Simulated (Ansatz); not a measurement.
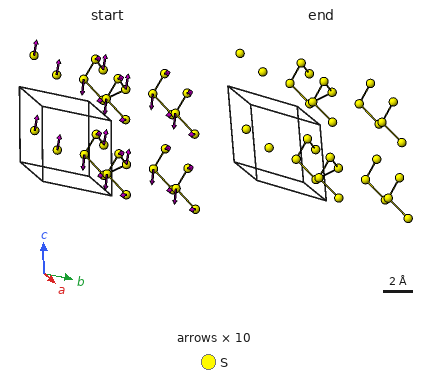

The structure of crystalline S (built on the random type) before (left) and after (right) a relaxation, at one scale. The purple arrows give the displacements (the part carried along by the change of the cell is left out), 10 times their true length.

The picture is a ball-and-stick view of the cell of the calculation, repeated 2 × 2 × 2 with one cell outlined, seen slightly off an axis.

Case: random cell without symmetry.

The calculation used DFT PBE, scalar-relativistic, plane waves, PAW in Ansatz.

Input file:
```yaml
crystal:
  lattice:
    - [5.2136120819, 0.0, 0.0]
    - [-0.0109532587, 5.3032285565, 0.0]
    - [-0.1631509318, -1.5383624945, 5.2116276512]
  atoms:
    - { symbol: S, position: [0.7155509246, 0.7000290741, 0.4194434665] }
    - { symbol: S, position: [0.2194861477, 0.1447675602, 0.5013570143] }
    - { symbol: S, position: [0.9694820275, 0.8948536507, 0.245654468] }
    - { symbol: S, position: [0.4838141246, 0.9508948101, 0.6757349003] }
basis:
  ecutwfc: 420
kpoints:
  mp_grid: { grid: [6, 6, 6] }
hamiltonian:
  xc: pbe
scf:
  occupations: { method: gaussian, width: 0.02 }
output:
  forces: true
  stress: true
  eigenvalues: true
relax:
  adjacent_minimum: "off"
  f_tol: 0.01
  max_steps: 80
  cell: { stress_tol: 0.05 }
```

Q: Summarise the run.

A: The largest moves relative to the cell, 0.12 Å, are those of S1 and S2. S2 goes along [0 1 3]. The drawn cell changes as follows: a 5.214 → 5.198 Å (−0.3 %), b 5.303 → 5.458 Å (+2.9 %), c 5.436 → 5.559 Å (+2.3 %), α 106.4° → 115.2°, β 91.7° → 90.3°; the volume changes by −1.0 %. Some distances before and after: S1–S3 2.082 → 2.077 Å. The space group stays P1 (No. 1). The energy falls by 6.9 meV per cell of the calculation in 11 accepted moves (12 points after the start). Largest force component: 0.016 eV/Å at the start, 0.0039 eV/Å at the end. Pressure: 0.02 GPa at the start and 0.01 GPa at the end. The SCF was repeated once at an unchanged geometry on a basis and grid sized afresh for the cell, which shifted the energy by 0.5 meV per cell of the calculation at most.
